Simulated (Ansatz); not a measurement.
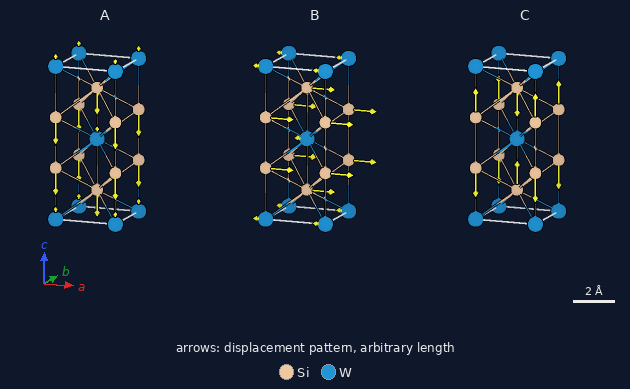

Three optical modes of crystalline Si2W relaxed at 3 GPa at the zone centre, in no order (one member of each degenerate set). The yellow arrows are the displacements of the atoms (eigenvector over the root of the mass), of arbitrary overall length and sign. Style: ball-and-stick. Shown: the conventional cell (2 times the calculation's cell), slightly off an axis. Lengths and directions refer to the drawn axes.

The calculation used Ansatz, DFT LDA, scalar-relativistic, plane waves, PAW. (plane-wave cutoff 420 eV; k-point mesh 18 × 18 × 18; occupations fermi dirac; smearing width 0.15 eV; target pressure 3 GPa; no spin polarisation)

The frequencies depend somewhat on the k-mesh and the smearing.

Question: Rank the modes by frequency, softest first.

Answer: B (271 cm⁻¹), A (314 cm⁻¹), C (455 cm⁻¹). B, E_u: The Si sublattice moves against the W sublattice, along a; the kinetic energy is shared as Si 77 %, W 23 %. A, A₂u: The Si sublattice moves against the W sublattice, along c; it stretches the shortest Si–W bonds (2.59 Å); the kinetic energy is shared as Si 77 %, W 23 %. C, A₁g: The W atoms stay at rest; all motion is along c; atoms of one kind move against one another, with no net shift of their sublattice; it stretches the shortest Si–Si bonds (2.57 Å). The crystal is metallic in this run.
